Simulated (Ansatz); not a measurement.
Run report: FeSi, single-point calculation

System: FeSi (Pm-3m, 4 atoms in the cell).
Method: DFT PBEsol, scalar-relativistic, plane waves, PAW, spin-polarised (Ansatz 0.2.0).

Figures and captions count atoms from 1; the log counts them from 0 in places.

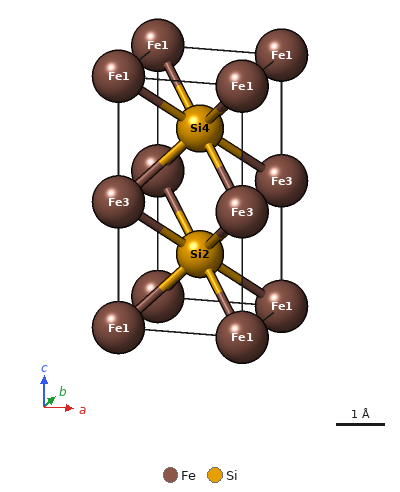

Fig. 1: The structure as given in the input (ball-and-stick view of the cell of the calculation, seen slightly off an axis; atoms are numbered from 1 in the order of the input). Near neighbours in the crystal (not all of them lie inside the picture): Fe has 8 Si at 2.37 Å; Si has 8 Fe at 2.37 Å.

Key numbers:

- outcome: converged
- space group (tolerance 0.01 Å): Pm-3m (221)
- electrons treated: 40
- free energy: −10143.2237 eV
- Fermi energy: 18.887 eV
- gap on the k-point mesh: none (metallic)
- net moment of the cell: 0.00 μB
- integrated absolute moment: 0.00 μB
- pressure: −0.08 GPa
- largest force (length of the vector): under 0.001 eV/Å
- hardware: 1 thread of Arm Neoverse V2, 24 GiB of memory available, shared host
- wall time: 16 s
- peak memory: 0.42 GiB

Notes:

The program warns: some starting moments were not kept.

Input file:
```yaml
crystal:
  lattice:
    - [2.7315396637, 0.0, 0.0]
    - [0.0, 2.7315396637, 0.0]
    - [0.0, 0.0, 5.4630793274]
  atoms:
    - { symbol: Fe, position: [0.0, 0.0, 0.0], spin: 2.5 }
    - { symbol: Si, position: [0.5, 0.5, 0.25] }
    - { symbol: Fe, position: [0.0, 0.0, 0.5], spin: -2.5 }
    - { symbol: Si, position: [0.5, 0.5, 0.75] }
basis:
  ecutwfc: 420
  ecutrho_ratio: 4
kpoints:
  mp_grid: { grid: [12, 12, 6] }
hamiltonian:
  xc: pbesol
scf:
  occupations: { method: gaussian, width: 0.05 }
  lower_state_search: "off"
output:
  forces: true
  stress: true
  eigenvalues: true
  populations: true
magnetization:
  spin_polarized: true
```

Launched with:
```bash
ansatz run input.yaml --threads 1 --pin off --max-ram 2560MiB --backend cpu --events-out ev --progress --plain --runs-dir out
```

What the program printed:
```
Engine: ansatz 0.2.0, aarch64-unknown-linux-gnu
Pseudopotentials: kind: paw
Pseudopotential: Fe, paw, valence charge 16, recommended cutoff 420 eV (normal), Fe.paw.azcp
Pseudopotential: Si, paw, valence charge 4, recommended cutoff 420 eV (normal), Si.paw.azcp
Functional definition: PBEsol
  exchange = pbesol_x
  correlation = pbesol_c
Crystal: 4 atoms, lattice volume = 40.762 Å³
Basis set: ecut = 420 eV, 791 PW (Γ), exchange–correlation on 40×40×80 points (8 copies of the dense FFT grid, shifted against one another)
Bands: 27, of which v1, the nominal top of the filled ones, is band 20 counted from 1 (19 counted from 0)
Symmetry: 16 space group operations
Space group: P4/mmm (ITA 123), of the structure as read, at distance tolerance 3.4e-5 Å
Magnetic group: BNS 123.348 (UNI 1008), of the structure as read, at distance tolerance 3.4e-5 Å
k-points: 112 of 864
Non-local potential: Fe, projectors of the file, l = 0: 3, l = 1: 2, l = 2: 3, l = 3: 1
Non-local potential: Si, projectors of the file, l = 0: 2, l = 1: 2, l = 2: 2
PAW form: soft (Blöchl's): semilocal exchange-correlation on the pseudo side does not see the compensation charge
PAW frozen core: Fe, regenerated for the run's functional, and the local potential with it (the file was generated under x = pbe(κ = 0.804, μ = 0.2195149727645171), c = pbe(β = 0.06672455060314922))
PAW frozen core: Si, regenerated for the run's functional, and the local potential with it (the file was generated under x = pbe(κ = 0.804, μ = 0.2195149727645171), c = pbe(β = 0.06672455060314922))
PAW one-centre angular grid: Fe, 590 points (default); XC on 64 Gauss nodes
PAW one-centre angular grid: Si, 110 points (default); XC on 64 Gauss nodes
Initial density: superposition of atomic densities (chi_scale 0.1, normalization cell)
Starting moments: Σ|m| = 5 μB on 2 of 4 sites
Starting magnetic order: antiferromagnet; a translation exchanges its spin sublattices: spin-degenerate at every k-point
Initial wavefunctions: pseudopotential atomic-orbital guess
Functional: x = pbesol(κ = 0.804, μ = 0.12345679012345678), c = pbesol(β = 0.046)
SCF iter   1: F=—  HF=-10142.472010 eV  |F-HF|=—  |Δ(HF+E_count)|=         —  Δρ=1.05e-1 (↑1.05e-1 ↓1.05e-1)  dr2=1.29e0  dr2_m=3.87e0  M=0.000 μB ∫|m|=2.573 μB  β_m=0.30  ethr=3.10e-3  ⟨swp⟩=5.5  Hψ=12452  notcnv=0  defer=4
preconditioner: auto → Kerker (q_TF=auto, 2.720 Å⁻¹)  [metal: Δε(μ)=0.004 eV  Ē_g=8.236 eV  σ=0.050 eV  W_gap=0.05  n_scr=16 (ndim 8)  ℏωp=28.5 eV  f_vac=0.000  D(μ)=3.88/eV (n_scr^D=54)]
spin=Collinear: Kerker preconditioning applied to the charge; magnetization (m = ρ↑ − ρ↓) channel mixes plain (no charge-response kernel on spin).
SCF iter   2: F=—  HF=-10142.632844 eV  |F-HF|=—  |Δ(HF+E_count)|=   1.61e-1  Δρ=9.14e-2 (↑9.14e-2 ↓9.14e-2)  dr2=6.76e-1  dr2_m=2.89e0  M=0.000 μB ∫|m|=2.242 μB  β_m=0.30  ethr=3.10e-3  ⟨swp⟩=2.0  Hψ=4493  notcnv=0  defer=192
SCF iter   3: F=—  HF=-10142.690466 eV  |F-HF|=—  |Δ(HF+E_count)|=   5.76e-2  Δρ=7.50e-2 (↑7.50e-2 ↓7.50e-2)  dr2=2.99e-1  dr2_m=2.03e0  M=0.000 μB ∫|m|=1.981 μB  β_m=0.30  ethr=1.69e-3  ⟨swp⟩=2.0  Hψ=3415  notcnv=0  defer=194
SCF iter   4: F=—  HF=-10142.754844 eV  |F-HF|=—  |Δ(HF+E_count)|=   6.44e-2  Δρ=6.08e-2 (↑6.08e-2 ↓6.08e-2)  dr2=7.14e-3  dr2_m=1.38e0  M=0.000 μB ∫|m|=1.773 μB  β_m=0.30  ethr=7.48e-4  ⟨swp⟩=2.6  Hψ=5391  notcnv=0  defer=196
SCF iter   5: F=—  HF=-10142.872692 eV  |F-HF|=—  |Δ(HF+E_count)|=   1.18e-1  Δρ=5.50e-2 (↑5.50e-2 ↓5.50e-2)  dr2=2.93e-3  dr2_m=1.13e0  M=0.000 μB ∫|m|=1.507 μB  β_m=0.30  ethr=1.78e-5  ⟨swp⟩=2.1  Hψ=5998  notcnv=0  defer=200
SCF iter   6: F=—  HF=-10142.967216 eV  |F-HF|=—  |Δ(HF+E_count)|=   9.45e-2  Δρ=4.75e-2 (↑4.75e-2 ↓4.75e-2)  dr2=8.04e-4  dr2_m=8.41e-1  M=0.000 μB ∫|m|=1.307 μB  β_m=0.30  ethr=7.34e-6  ⟨swp⟩=2.0  Hψ=5083  notcnv=0  defer=200
SCF iter   7: F=—  HF=-10143.037392 eV  |F-HF|=—  |Δ(HF+E_count)|=   7.02e-2  Δρ=4.00e-2 (↑4.00e-2 ↓4.00e-2)  dr2=1.59e-4  dr2_m=5.97e-1  M=0.000 μB ∫|m|=1.151 μB  β_m=0.30  ethr=2.01e-6  ⟨swp⟩=2.1  Hψ=6136  notcnv=0  defer=200
SCF iter   8: F=—  HF=-10143.087114 eV  |F-HF|=—  |Δ(HF+E_count)|=   4.97e-2  Δρ=3.38e-2 (↑3.38e-2 ↓3.38e-2)  dr2=1.51e-4  dr2_m=4.27e-1  M=0.000 μB ∫|m|=1.016 μB  β_m=0.30  ethr=3.97e-7  ⟨swp⟩=2.8  Hψ=6045  notcnv=0  defer=200
SCF iter   9: F=—  HF=-10143.122691 eV  |F-HF|=—  |Δ(HF+E_count)|=   3.56e-2  Δρ=2.86e-2 (↑2.86e-2 ↓2.86e-2)  dr2=4.58e-6  dr2_m=3.07e-1  M=0.000 μB ∫|m|=0.899 μB  β_m=0.30  ethr=3.77e-7  ⟨swp⟩=2.8  Hψ=5977  notcnv=0  defer=201
SCF iter  10: F=—  HF=-10143.148459 eV  |F-HF|=—  |Δ(HF+E_count)|=   2.58e-2  Δρ=2.44e-2 (↑2.44e-2 ↓2.44e-2)  dr2=6.08e-5  dr2_m=2.22e-1  M=0.000 μB ∫|m|=0.797 μB  β_m=0.30  ethr=1.14e-8  ⟨swp⟩=3.3  Hψ=7094  notcnv=0  defer=201
Mixer restart at iter 10: flushing history
spin-set hold released at iteration 10 (site moments contracting): the magnetisation degrees of freedom join the quasi-Newton model from the next iteration; the mixer history was flushed
SCF iter  11: F=—  HF=-10143.167232 eV  |F-HF|=—  |Δ(HF+E_count)|=   1.88e-2  Δρ=2.07e-2 (↑2.07e-2 ↓2.07e-2)  dr2=2.93e-5  dr2_m=1.60e-1  M=0.000 μB ∫|m|=0.710 μB  β_m=0.38  ethr=1.14e-8  ⟨swp⟩=3.2  Hψ=6882  notcnv=0  defer=201
SCF iter  12: F=—  HF=-10143.209781 eV  |F-HF|=—  |Δ(HF+E_count)|=   4.25e-2  Δρ=9.30e-3 (↑9.30e-3 ↓9.30e-3)  dr2=7.29e-4  dr2_m=3.21e-2  M=0.000 μB ∫|m|=0.400 μB  β_m=0.60  ethr=1.14e-8  ⟨swp⟩=4.5  Hψ=9341  notcnv=0  defer=205
SCF iter  13: F=—  HF=-10143.222704 eV  |F-HF|=—  |Δ(HF+E_count)|=   1.29e-2  Δρ=1.93e-3 (↑1.93e-3 ↓1.93e-3)  dr2=1.63e-3  dr2_m=8.62e-4  M=0.000 μB ∫|m|=0.134 μB  β_m=0.55  ethr=1.14e-8  ⟨swp⟩=4.3  Hψ=9382  notcnv=0  defer=203
SCF iter  14: F=—  HF=-10143.222987 eV  |F-HF|=—  |Δ(HF+E_count)|=   2.84e-4  Δρ=1.17e-3 (↑1.17e-3 ↓1.17e-3)  dr2=1.78e-4  dr2_m=4.49e-4  M=0.000 μB ∫|m|=0.104 μB  β_m=0.78  ethr=1.14e-8  ⟨swp⟩=3.0  Hψ=6840  notcnv=0  defer=203
SCF iter  15: F=—  HF=-10143.223711 eV  |F-HF|=—  |Δ(HF+E_count)|=   7.23e-4  Δρ=5.25e-4 (↑5.25e-4 ↓5.25e-4)  dr2=1.44e-4  dr2_m=4.14e-5  M=0.000 μB ∫|m|=0.012 μB  β_m=0.85  ethr=1.14e-8  ⟨swp⟩=3.2  Hψ=6866  notcnv=0  defer=202
SCF iter  16: F=—  HF=-10143.223724 eV  |F-HF|=—  |Δ(HF+E_count)|=   1.33e-5  Δρ=2.29e-4 (↑2.29e-4 ↓2.29e-4)  dr2=3.96e-5  dr2_m=6.29e-6  M=0.000 μB ∫|m|=0.007 μB  β_m=0.89  ethr=1.14e-8  ⟨swp⟩=2.0  Hψ=5159  notcnv=0  defer=202
SCF iter  17: F=—  HF=-10143.223725 eV  |F-HF|=—  |Δ(HF+E_count)|=   1.62e-6  Δρ=5.90e-5 (↑5.90e-5 ↓5.90e-5)  dr2=1.24e-6  dr2_m=5.79e-7  M=0.000 μB ∫|m|=0.001 μB  β_m=0.90  ethr=1.14e-8  ⟨swp⟩=2.1  Hψ=5064  notcnv=0  defer=202
SCF iter  18: F=—  HF=-10143.223726 eV  |F-HF|=—  |Δ(HF+E_count)|=   1.90e-7  Δρ=3.30e-5 (↑3.30e-5 ↓3.30e-5)  dr2=1.26e-6  dr2_m=3.30e-8  M=0.000 μB ∫|m|=0.001 μB  β_m=0.95  ethr=3.11e-9  ⟨swp⟩=2.0  Hψ=4823  notcnv=0  defer=202
iter 19 did not close the SCF: its close was put off for a magnetic moment that had not settled (scf_convergence_deferred on its scf_iter line)
SCF iter  19: F=-10143.223725 eV  HF=-10143.223725 eV  |F-HF|=7.18e-8  |Δ(HF+E_count)|=   1.09e-7  Δρ=8.58e-6 (↑8.58e-6 ↓8.58e-6)  dr2=6.49e-8  dr2_m=6.96e-9  M=0.000 μB ∫|m|=0.000 μB  β_m=0.73  ethr=2.50e-10  ⟨swp⟩=8.1  Hψ=13607  notcnv=0
iter 20 did not close the SCF: its close was put off for a magnetic moment that had not settled (scf_convergence_deferred on its scf_iter line)
SCF iter  20: F=-10143.223725 eV  HF=-10143.223725 eV  |F-HF|=4.58e-10  |Δ(HF+E_count)|=   2.81e-9  Δρ=2.05e-6 (↑2.05e-6 ↓2.05e-6)  dr2=7.65e-11  dr2_m=1.49e-9  M=0.000 μB ∫|m|=0.000 μB  β_m=0.87  ethr=1.62e-10  ⟨swp⟩=2.1  Hψ=9082  notcnv=0
SCF iter  21: F=-10143.223725 eV  HF=-10143.223725 eV  |F-HF|=3.33e-10  |Δ(HF+E_count)|=   2.27e-9  Δρ=5.45e-7 (↑5.45e-7 ↓5.45e-7)  dr2=3.45e-10  dr2_m=4.84e-12  M=0.000 μB ∫|m|=0.000 μB  ethr=1.00e-12  ⟨swp⟩=1.0  Hψ=8735  notcnv=0
WARN: the starting moments were not kept: the SCF closed with an absolute magnetisation of 6.0e-6 μB, where they sum to 5 μB in size (2 sites). That is at most 0.1 of that sum. Measured as dr2_m measures the in/out step, that magnetisation stands 1.7e-11 eV from none, at or under the dr2_threshold of 1.0e-7 eV: it is no larger than a step whose dr2_m would equal this threshold. The system may hold no moment; this SCF shows only that its start led to no more than that. To try another start: raise the starting moments (crystal.atoms[].spin, magnetization.per_species, magnetization.initial_magnetization, or on a non-collinear deck that types none of these the spinor_matrix: blocks that start its atoms; where the total moment is fixed, keep their sum and leave initial_magnetization as it is; typed ones take the place of any that the run laid by itself, positive ones on a crystal's lanthanoids without a Hubbard term where scf.initial_density.shell_occupations: [] is typed) or, if the notice of its spin-set hold's release reads "site moments contracting" or "site moments show no strong build", lengthen the hold (scf.mixing.spin_hold: { on: { confirm: 4 } }; for m-r²SCAN on two components see the key's manual first). Each may lead to a state that holds a moment. A second SCF, from the converged charge density, with the starting moments and any scf.initial_density.shell_occupations laid on it anew, would have followed, and was not run: the deck does not ask for one (magnetization.retry_lost_moments is false, the default). To let it run, set magnetization.retry_lost_moments: true and run the deck again, where that key's refused combinations let it; where memory then withholds it, that run's warning says so.
SCF 1 converged in 21 iterations: F = -10143.223725 eV  dr2 = 3.45e-10
  greatest PAW one-centre occupation: 1.001 electrons in one spin orbital (limit 2), on the Fe atom at site 2 (counted from 0), in its partial waves of l = 1
```

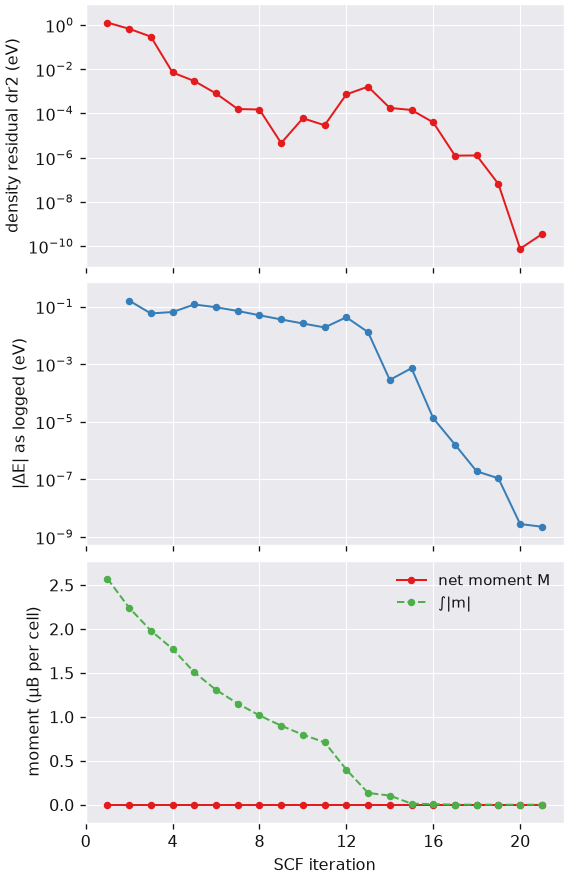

Fig. 2: Convergence of the self-consistent field: density residual dr2, size of the energy change and magnetic moment against the SCF iteration. The residual falls unevenly and jumps up by a factor of two or more 4 times on the way down. The net moment stays at 0.0 μB per cell, and ∫|m| falls to zero.

```
SCF converged after 21 iterations
Magnetization: 0.0000 μB (20.0000 up, 20.0000 down)
Absolute magnetization: 0.0000 μB (∫|ρ↑−ρ↓|, with the PAW one-centre terms)
Spin contamination: 0.0000 ħ² per cell (⟨S²⟩ above its minimum at these occupations)
Per-site moments (μB) at R_I (Å): [(1.8728705731799318e-6, 0.9758028803362134), (-3.388189658599182e-23, 0.9758028803362134), (-1.8728705731799318e-6, 0.9758028803362134), (1.0138867128916834e-22, 0.9758028803362134)]
Free energy (F): -10143.223725 eV
Harris-Foulkes:  -10143.223725 eV  (|F-HF|=3.33e-10)
Internal energy: -10143.220844 eV  (E = F + TS)
E sigma→0 (E₀):  -10143.222285 eV
Entropy (-TS):   -0.002881 eV (-0.720 meV/atom)
Fermi energy:    18.887270 eV
--- Per-component energies (eV) ---
  E_band       = -337.901030
  E_kinetic    = 815.816135
  E_local      = -4991.641760  (includes V_loc(G=0)·N_el)
  E_nonlocal   = 477.588869
  E_hartree    = 2183.824822
  E_xc         = -355.265346
  E_vxc        = -412.062085  (∫ρ·V_xc dr)
  E_paw        = -3664.498383  (= ΣΔE_a)
  E_vpaw       = -595.255055  (= ΣTr[D̂ρ^β])
  E_aug_tail   = 0.001472  (compensation charges beyond the density's cutoff)
  E_ewald      = -4609.468178
  E_core_change = 0.421525  (= ΣΔE_core)
  E_smearing   = -0.002881  (= −TS)
  E_closure    = -0.000000  (closes the sum)
  Σ components = -10143.223725   (vs F -10143.223725, Δ=0.00e0)
--- Forces (eV/Å), atoms counted from 1 ---
  atom   1  Fe    -0.00000000    -0.00000000     0.00000000
  atom   2  Si     0.00000000    -0.00000000    -0.00000000
  atom   3  Fe    -0.00000000    -0.00000000     0.00000000
  atom   4  Si     0.00000000    -0.00000000     0.00000000
  max |Σ_I F_I| component: 3.16e-30 eV/Å
--- Stress (GPa, compression-positive) ---
       -0.081289       0.000000       0.000000
        0.000000      -0.081289       0.000000
        0.000000       0.000000      -0.081294
  P = ⅓ Tr σ = -0.0813 GPa (-0.813 kbar)
--- Band table (eV; the first three rows and the last of 224) ---
  k-point 0 ↑: bands = ["-68.0591", "-68.0488", "-34.3741", "-34.2560", "-34.2560", "-34.2560", "-34.2460", "-34.2460", "4.2827", "8.3809", "9.8182", "14.8051", "14.8051", "15.7761", "16.3562", "16.3562", "17.9804", "17.9804", "17.9804", "18.1816", "19.2074", "22.1826", "22.1826", "22.1826", "25.3732", "27.0157", "27.0157"]
  k-point 1 ↑: bands = ["-68.0584", "-68.0495", "-34.3662", "-34.2639", "-34.2553", "-34.2553", "-34.2466", "-34.2466", "4.4242", "7.5578", "10.7727", "14.7220", "14.8616", "15.7004", "16.4354", "16.4354", "17.8176", "17.8176", "17.9936", "18.1678", "19.1674", "21.4312", "22.4586", "22.4586", "25.5020", "26.7274", "26.7274"]
  k-point 2 ↑: bands = ["-68.0565", "-68.0513", "-34.3447", "-34.2856", "-34.2535", "-34.2535", "-34.2485", "-34.2485", "4.8446", "6.4560", "12.2167", "14.3639", "15.0211", "15.5030", "16.6650", "16.6650", "17.4388", "17.4388", "18.0298", "18.1304", "19.1381", "20.1842", "23.1818", "23.1818", "25.3894", "25.3894", "25.8392"]
  k-point 111 ↓: bands = ["-68.0340", "-68.0340", "-34.3524", "-34.3524", "-34.3524", "-34.3524", "-34.2909", "-34.2909", "11.1015", "11.1015", "13.0114", "13.0114", "13.0114", "13.0114", "16.2706", "16.2706", "18.2758", "18.2758", "18.2758", "18.2758", "18.8896", "18.8896", "20.0680", "20.0680", "21.5069", "21.5069", "24.2391"]
--- Löwdin populations: 4 sites ---
  site symbol       q [e]    m [muB]
     0     Fe     15.8585     0.0000
     1     Si      3.8581     0.0000
     2     Fe     15.8585    -0.0000
     3     Si      3.8581     0.0000
  spilling = 0.014169 (of n_electrons = 40.000000)
```

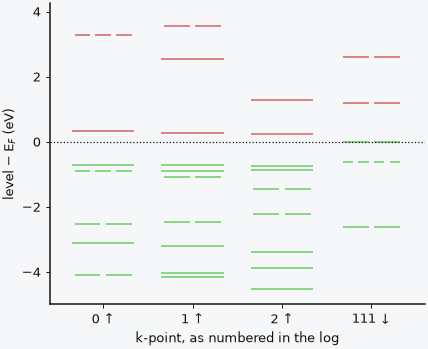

Fig. 3: Kohn–Sham levels near the Fermi level (dotted) at the few k-points that the log prints; levels within 0.02 eV of each other stand side by side. The system is metallic on the full mesh.
